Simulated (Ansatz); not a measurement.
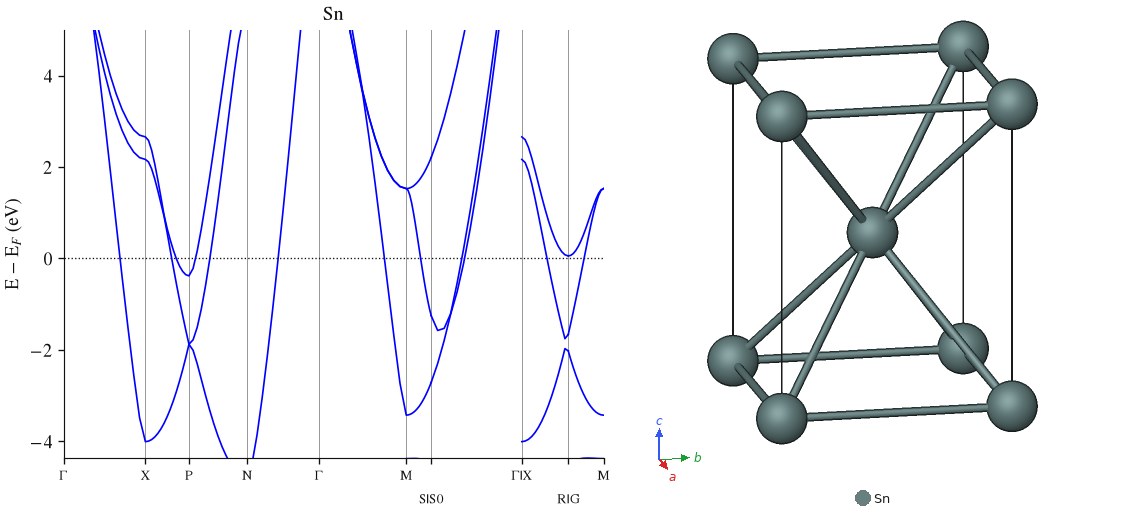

Band structure, beside the structure. Energies are counted from the Fermi level.

Calculation on Sn, space group I4/mmm (No. 139), 1 atom in the cell.

Method: DFT r2SCAN, scalar-relativistic, plane waves, PAW, no spin polarisation, 18×18×18 k mesh, 500 eV cutoff, Gaussian smearing of 0.1 eV (Ansatz 0.2.0).

**Is there a gap at the Fermi level?**

A metal: 3 bands cross the Fermi level along this path.

**On which lines of the path do bands cross the Fermi level?**

Bands cross the Fermi level on every line of the path.
